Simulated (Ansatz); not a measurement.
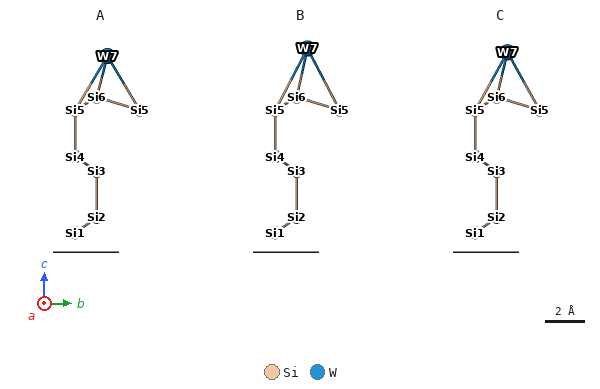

3 geometries from one constrained relaxation of a slab of composition Si$_{6}$W (cut from the P6_3/mmc phase), in shuffled order. A ball-and-stick model of the 2 × 1 repeat of the cell, outlined in the plane, without the vacuum, seen along the a axis.

Case: W over the place (2/6, 1/6) of the surface cell, its height relaxed. The slab is the (0 0 1) face of Si with W on it. 6 atoms are held fixed.

These are results of DFT PBEsol, scalar-relativistic, plane waves, PAW in Ansatz 0.2.0, not measurements. Settings: plane-wave cutoff 420 eV; k-point mesh 9 × 9 × 1; occupations gaussian; smearing width 0.05 eV; collinear spin; dipole correction; atoms relaxed in a fixed cell; force threshold 0.02 eV/Å; at most 25 steps.

> Put them in the order of the run, from the start to the converged end.

B, C, A. They are steps 0, 1, 3, at +0.373 eV per cell of the calculation, +0.114 eV per cell of the calculation relative to the last. The atom that moves furthest is W7 (0.39 Å along the normal (−c)). Si stays in place. The lattice vectors keep their values. Some distances before and after: Si6–W7 2.733 → 2.381 Å, Si5–W7 3.703 → 3.375 Å. Bond angles that change, for instance: Si5–Si6–W7 130.7° → 134.5°, Si5–Si6–W7 94.2° → 92.0°. The energy falls by 0.373 eV per cell of the calculation in 2 accepted moves (3 points after the start). The largest force component goes from 1.5 to 0.0066 eV/Å. 1 step only repeated the SCF at the same geometry. Cost: 3.2 min on 1 thread of Arm Neoverse V2, with other jobs on the host, peak memory 0.76 GiB.

Limits of the set-up: the periodic images lie only 3.8 Å apart, so the values are limited by the cell's size.
